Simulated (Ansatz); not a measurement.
Cu: several calculations on one system

**1. Scan**

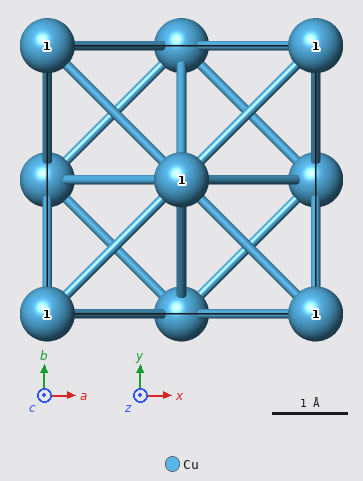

Crystalline Cu (Fm-3m): the cell is strained along x alone, with the atoms kept at their fractional coordinates. x, y and z are the Cartesian axes of the input. The picture shows the reference cell. The picture is a ball-and-stick view of the conventional cell (4 times the calculation's cell), seen along the c axis. Lengths and directions refer to the drawn axes.

Theory: DFT PBEsol, scalar-relativistic, plane waves, PAW in Ansatz. (plane-wave cutoff 420 eV; k-point mesh 22 × 22 × 22; occupations gaussian; smearing width 0.15 eV; no spin polarisation). Energies (free energies at the smearing named) are counted from the cell as listed in its source, which wasn't relaxed.

The input:
```yaml
crystal:
  lattice:
    - [0.0, 1.8075, 1.8075]
    - [1.8075, 0.0, 1.8075]
    - [1.8075, 1.8075, 0.0]
  atoms:
    - { symbol: Cu, position: [0.0, 0.0, 0.0] }
basis:
  ecutwfc: 420
kpoints:
  mp_grid: { grid: [22, 22, 22] }
hamiltonian:
  xc: pbesol
scf:
  occupations: { method: gaussian, width: 0.15 }
output:
  forces: true
  stress: true
  eigenvalues: true
  write_density: true
  write_potential: true
  elf: true
  volumetric_format: npy
```

Command:
```bash
ansatz run input.yaml --threads 1 --pin off --max-ram 2560MiB --backend cpu --events-out ev --progress --plain --runs-dir out
```

Question: What energies does the calculation give (the strain: −0.040, −0.030, −0.020, −0.010, 0.000, 0.010, 0.020, 0.030, 0.035, 0.040)?

Answer:
```
strain  energy change (meV/atom)
−0.040                      −8.1
−0.030                      −8.2
−0.020                      −6.9
−0.010                      −4.1
 0.000                       0.0
 0.010                       5.4
 0.020                      12.0
 0.030                      19.8
 0.035                      24.1
 0.040                      28.7
```

The lowest computed point lies at the strain −0.03 (−8.2 meV/atom). The end points stand at −8.1 meV/atom (−0.04) and 28.7 meV/atom (0.04). The unrelaxed reference is under a pressure of −6.5 GPa, which tilts the curve. The distortion takes the space group from Fm-3m to I4/mmm. At the strain −0.04 the cell of the drawing goes a 3.615 → 3.470 Å.

**2. Energy map**

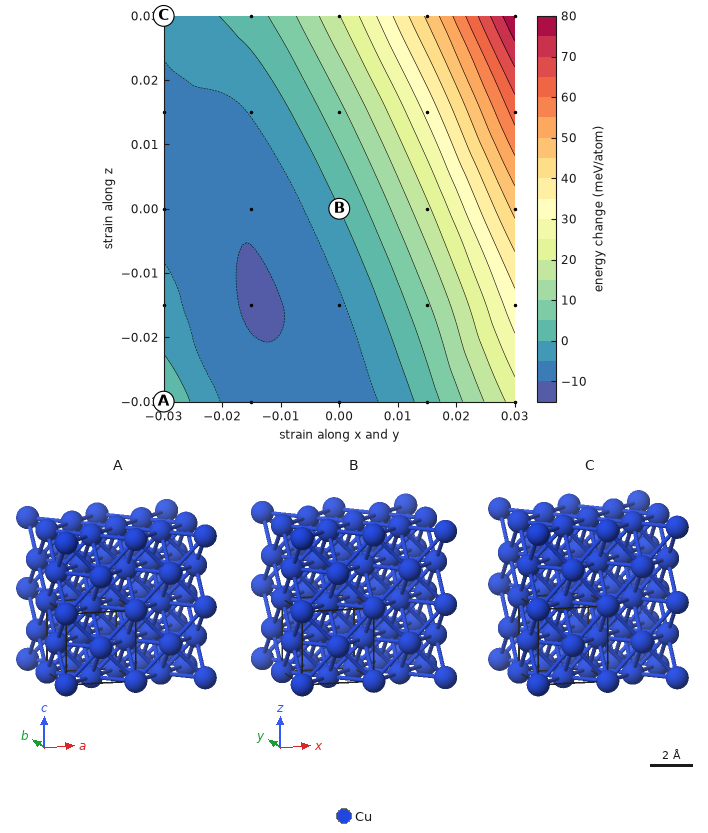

Energy scan for solid Cu (Fm-3m), in which the cell is strained equally along x and y and separately along z, with the atoms kept at their fractional coordinates. x, y and z are the Cartesian axes of the input. The map is interpolated between the computed points (dots). The lettered frames are marked on it. A ball-and-stick model of the conventional cell (4 times the calculation's cell), repeated 2 × 2 × 2 with one cell outlined, seen slightly off an axis. Lengths and directions refer to the drawn axes.

These are results of DFT PBEsol, scalar-relativistic, plane waves, PAW in Ansatz 0.2.0, not measurements. (plane-wave cutoff 420 eV; k-point mesh 22 × 22 × 22; occupations gaussian; smearing width 0.15 eV; no spin polarisation). Energies (free energies at the smearing named) are counted from the cell as listed in its source, which wasn't relaxed.

### Describe the energy landscape.

In pairs of (strain along x and y; strain along z): the lowest computed point lies at (−0.015, −0.015) (−10.4 meV/atom), the highest at (0.030, 0.030) (79.7 meV/atom). The valley is tilted: raising the in-plane strain is made harder by raising the strain along z (cross term 0.77 of the geometric mean of the two curvatures). Over the ranges scanned the energy rises more along the first axis, the in-plane strain. The pressure runs from −15.9 GPa at (0.030, 0.030) to 9.2 GPa at (−0.030, −0.030). The frames lie at A (−0.030, −0.030): 4.3 meV/atom, B (0.000, 0.000): 0.0 meV/atom, C (−0.030, 0.030): −3.5 meV/atom.

**3. Energy map**

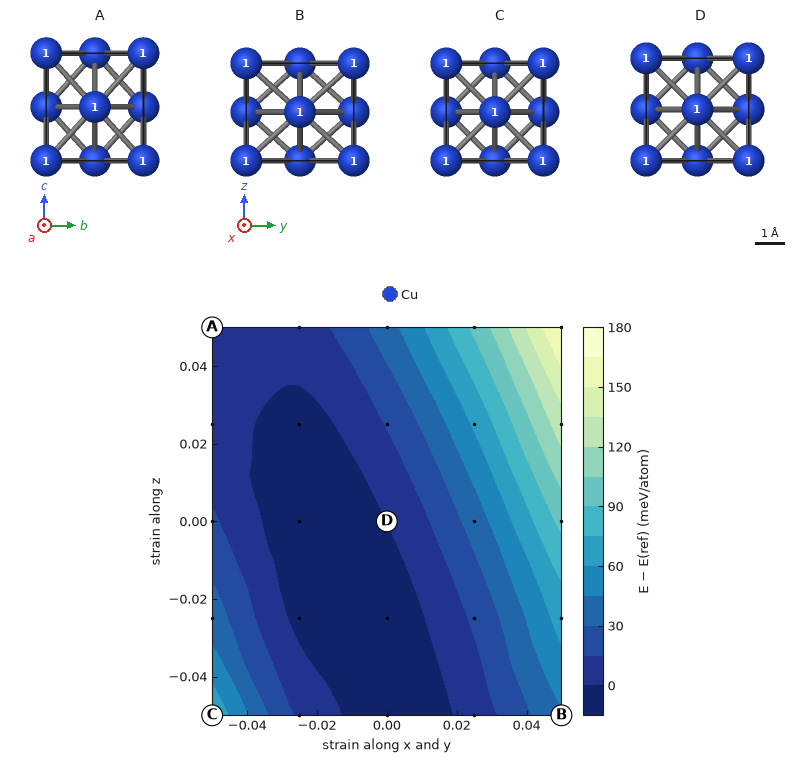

Energy scan for solid Cu (Fm-3m), in which the cell is strained equally along x and y and separately along z, with the atoms kept at their fractional coordinates. x, y and z are the Cartesian axes of the input. The map is interpolated between the computed points (dots). The lettered frames are marked on it. The picture is a ball-and-stick view of the conventional cell (4 times the calculation's cell), seen along the a axis. Lengths and directions refer to the drawn axes.

These are results of DFT PBEsol, scalar-relativistic, plane waves, PAW (Ansatz), not measurements. Set-up: plane-wave cutoff 420 eV; k-point mesh 22 × 22 × 22; occupations gaussian; smearing width 0.15 eV; no spin polarisation. Energies (free energies at the smearing named) are counted from the cell as listed in its source, which wasn't relaxed.

### Describe the energy landscape.

In pairs of (strain along x and y; strain along z): the lowest computed point lies at (−0.025, 0.000) (−9.0 meV/atom), the highest at (0.050, 0.050) (165.8 meV/atom). The valley is tilted: raising the in-plane strain is made harder by raising the strain along z (cross term 0.73 of the geometric mean of the two curvatures). Over the ranges scanned the energy rises more along the first axis, the in-plane strain. The pressure runs from −19.8 GPa at (0.050, 0.050) to 24.7 GPa at (−0.050, −0.050). The frames lie at A (−0.050, 0.050): 10.0 meV/atom, B (0.050, −0.050): 43.0 meV/atom, C (−0.050, −0.050): 71.6 meV/atom, D (0.000, 0.000): 0.0 meV/atom.
